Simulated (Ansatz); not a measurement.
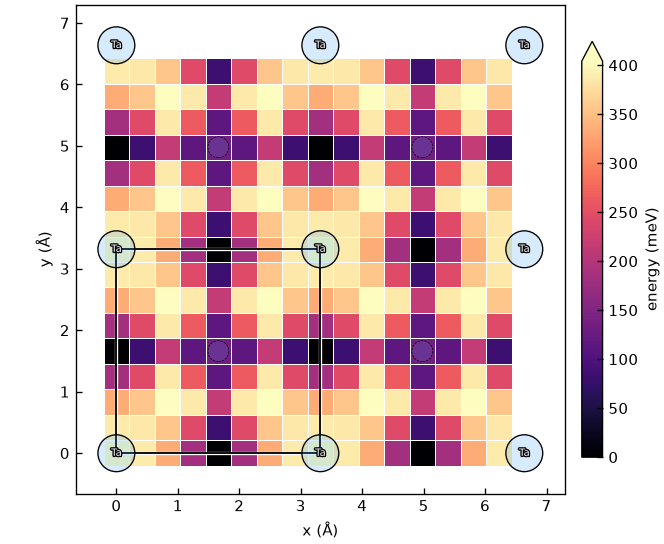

Energy landscape of H on a Ta(100) slab cut from the Im-3m phase, its upper half relaxed before the scan (16 atoms of substrate and one adsorbate in a 2 × 2 cell). 
- H is moved over the surface cell; relaxed at each place: the height of the adsorbate's atoms; substrate rigid; the origin of the map has the adsorbate above Ta13.
- Places are given modulo a cell vector. The map is drawn in real space over the plane of the surface.
- Grid: 8 × 8 points; 15 points were computed and 49 follow by symmetry.
- Places are given in fractions of the 1 × 1 surface cell.
- Energies are in meV, from the lowest grid point.
- Method: Ansatz, DFT PBE, scalar-relativistic, plane waves, PAW. Settings: cutoff 420 eV, k-mesh 4×4×1, gaussian smearing 0.1 eV, no spin polarisation.

Drawn: one coloured cell a grid point, labelled circles for the atoms of the top layer and small ones for the second layer, the outline of one cell of the 2 × 2 shown, one colour for all values above the top of the scale. 

What does the map say about the system?

The lowest grid point is at a bridge site between two Ta atoms, (0/8, 4/8) of the cell vectors. The same energy is found at a bridge site between two Ta atoms, (4/8, 0/8) of the cell vectors. The highest grid point, (2/8, 2/8) of the cell vectors [nearest 1 Ta at 1.88 Å], lies 404 meV above the lowest. At the lowest point the adsorbate has 2 Ta at 2.02 Å as nearest neighbours, at the highest 1 Ta at 1.88 Å. Its relaxed height above the top atom is 1.15 Å at the lowest and 1.47 Å at the highest point.

The whole map (15 points run) took 21 min on 4 threads of Arm Neoverse V2, on a shared host.

PAW datasets: the set soft_1.
